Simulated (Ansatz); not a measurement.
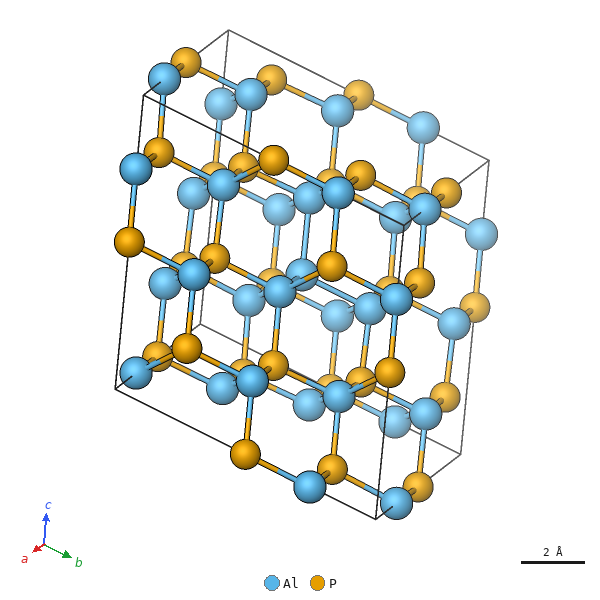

Shown here is a ball-and-stick view of the crystal, taken slightly off an axis. The frame is the supercell; atoms at its boundary are shown with their periodic copies. The host is AlP, in a cell of 32 sites, and the cell carries a charge of -1.

What defect is present?

Answer. Aluminium on a phosphorus site (an antisite). It is bonded to four Al in a tetrahedral arrangement at about 2.5 Å.

All computed values are from DFT PBE, scalar-relativistic, plane waves, PAW (Ansatz). Settings: cutoff 420 eV, a 2×2×2 k-point grid, Gaussian smearing of 0.01 eV, collinear spins.

Does a spin moment come with the defect?

Answer. Yes, 1.0 μB in the cell.

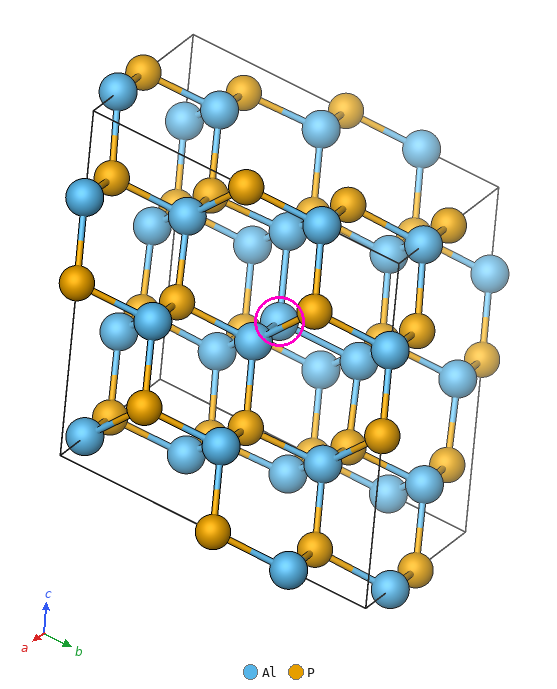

The same cell with a ring at the defect's site.

The atoms were relaxed in the host's cell with DFT PBE, scalar-relativistic, plane waves, PAW in Ansatz 0.2.0.
